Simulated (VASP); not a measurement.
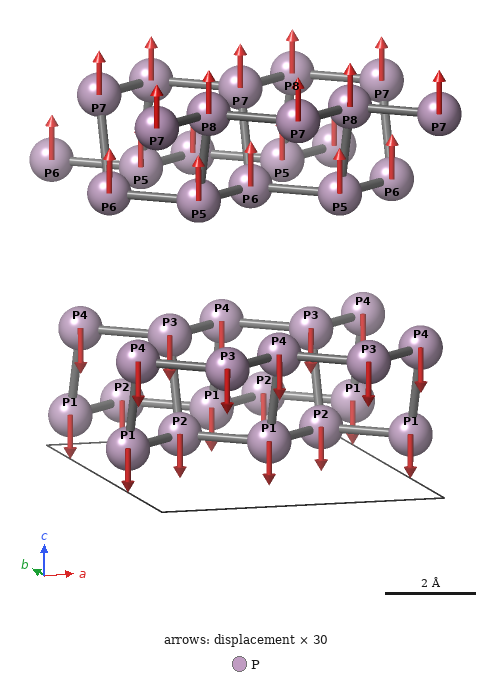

A relaxation of a slab of composition P. The starting structure is drawn; red arrows show the displacements, 30 times their true length.

The picture is a ball-and-stick view of the 2 × 2 repeat of the cell, outlined in the plane, without the vacuum, seen slightly off an axis.

The run lets cell and atoms move.

These are results of VASP 6.6.1, Kohn-Sham DFT of a periodic cell, PBE, VASP PAW PBE potentials, recommended, not measurements.

Input file:
```
PREC = Accurate
ENCUT = 600
EDIFF = 1E-7
ISMEAR = 0
SIGMA = 0.03
LREAL = F
LASPH = T
NELM = 80
ALGO = Normal
ISIF = 3
LWAVE = F
LCHARG = F
GGA = PE
IBRION = 2
NSW = 90
EDIFFG = -0.005
LATTICE_CONSTRAINTS = .TRUE. .TRUE. .FALSE.
KPAR = 4
```

Command:
```bash
cat potpaw_PBE.64/P/POTCAR > POTCAR
mpirun -np 4 vasp_std > vasp.out
```

### What happened in the run?

The largest moves relative to the cell and the layer's centre, 0.034 Å, are those of P3, P4, P5 and P6. P3 goes along the normal (−c). In the plane the drawn cell goes a 6.606 → 6.607 Å (0.0 %), b 9.172 → 9.180 Å (+0.1 %). The energy falls by 0.7 meV per cell of the calculation in 25 geometry steps. Largest force component: 0.0094 eV/Å at the start, 0.0038 eV/Å at the end.
